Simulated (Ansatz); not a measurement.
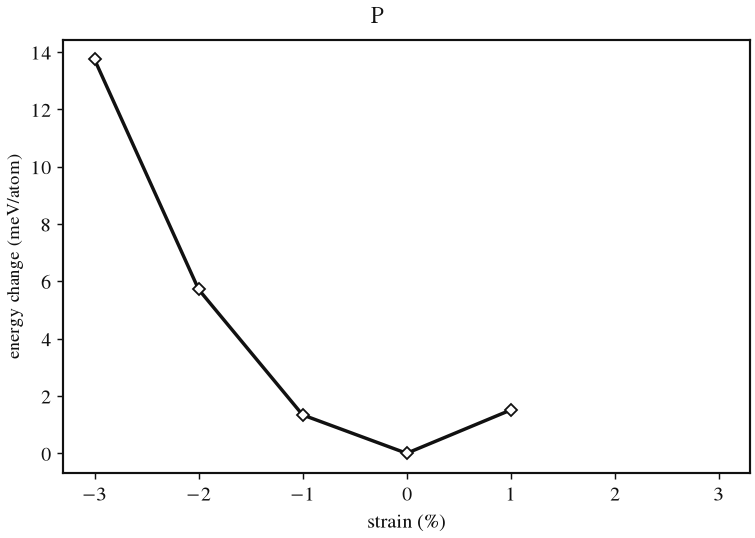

The figure shows the energy change against strain for P, space group Pm-3m (No. 221).

Starting cell:
```xyz
1
Lattice="2.4373 0.0000 0.0000 0.0000 2.4373 0.0000 0.0000 0.0000 2.4373" Properties=species:S:1:pos:R:3 pbc="T T T"
P     0.0000    0.0000    0.0000
```

Computed with Ansatz 0.2.0: energy, stress and cell of a relaxed crystal along a series of strains, atoms and what the cell freedom names relaxed within the symmetry; plane waves with PAW datasets, Γ-centred k mesh; energies extrapolated to zero smearing. Level: r2SCAN, no spin polarisation.

| setting | value |
| --- | --- |
| wave cutoff | 500 eV |
| k mesh | 22×22×22 |
| occupations | Gaussian |
| smearing width | 0.1 eV |
| strain kind | uniaxial along c |
| cell freedom | lengths a and b free, angles held |

The points at strain 2 % and 3 % are left out of the plot. What values does the calculation give there?

```csv
strain (%),energy change (meV/atom)
2,5.55
3,11.97
```

Limits of the calculation: given cell holds a small stress on this mesh.
